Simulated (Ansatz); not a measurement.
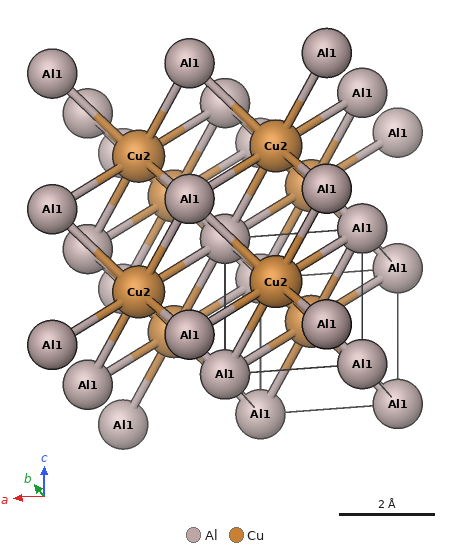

The starting point is a symmetric starting cell of AlCu. A ball-and-stick model of the cell of the calculation, repeated 2 × 2 × 2 with one cell outlined, seen from a free direction.

The calculation used DFT PBEsol, scalar-relativistic, plane waves, PAW (Ansatz 0.2.0). Settings: plane-wave cutoff 420 eV; k-point mesh 14 × 14 × 14; occupations gaussian; smearing width 0.1 eV; no spin polarisation.

Change: All lengths are scaled by −2.4 % (volume −7.2 %), the atoms keeping their fractional coordinates. No relaxation follows. The starting cell wasn't computed here and needn't be at equilibrium, so pressure and forces aren't due to the change alone.

Input
```yaml
crystal:
  lattice:
    - [2.9241899299, 0.0, 0.0]
    - [0.0, 2.9241899299, 0.0]
    - [0.0, 0.0, 2.9241899299]
  atoms:
    - { symbol: Al, position: [0.0, 0.0, 0.0] }
    - { symbol: Cu, position: [0.5, 0.5, 0.5] }
basis:
  ecutwfc: 420
kpoints:
  mp_grid: { grid: [14, 14, 14] }
hamiltonian:
  xc: pbesol
scf:
  occupations: { method: gaussian, width: 0.1 }
output:
  forces: true
  stress: true
  eigenvalues: true
```

> What does the calculation give for the changed structure?

Near-neighbour distances before and after: Al–Cu 2.596 → 2.532 Å. The space group stays Pm-3m (No. 221). The pressure is 4.5 GPa (not all of it need come from the change, since the unchanged cell can be under pressure at this level too). All forces vanish by symmetry.

Drawn alike, the variant:

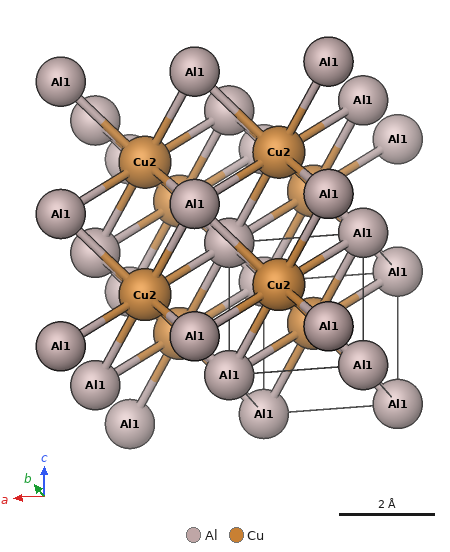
